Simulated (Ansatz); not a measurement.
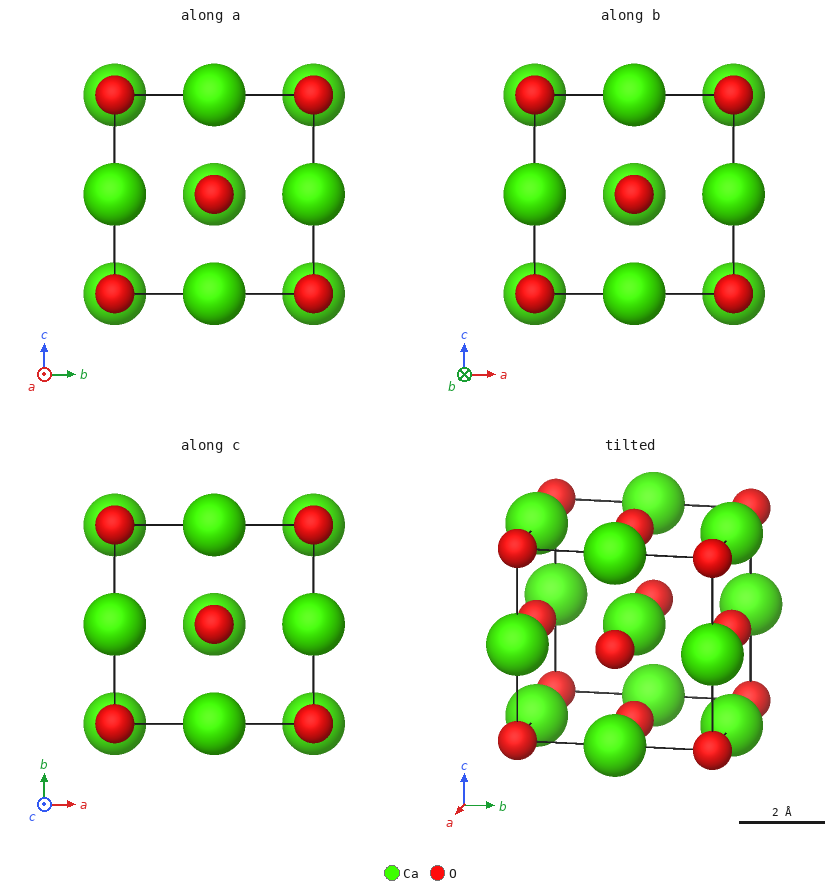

Crystal structure, spheres-only style, seen along the a axis, along the b axis, along the c axis and slightly off an axis. The edges of the conventional unit cell are marked.

Lattice parameters: a = 4.730 Å, b = 4.730 Å, c = 4.730 Å, α = 90.00°, β = 90.00°, γ = 90.00°.

### Write down what is shown as a table of Wyckoff sites.

Space group Fm-3m (No. 225).
| atom | site | x | y | z |
| --- | --- | --- | --- | --- |
| Ca | 4b | 0.5000 | 0.0000 | 0.0000 |
| O | 4a | 0.0000 | 0.0000 | 0.0000 |

It derives from a structure type known for this compound. The cell was then strained or its atoms displaced on purpose. Ansatz was used for an electronic-structure calculation on it.

At this level of theory the cell isn't at rest (compressed, at 5 GPa), so its distances can differ from those at equilibrium, the more so the softer the solid.
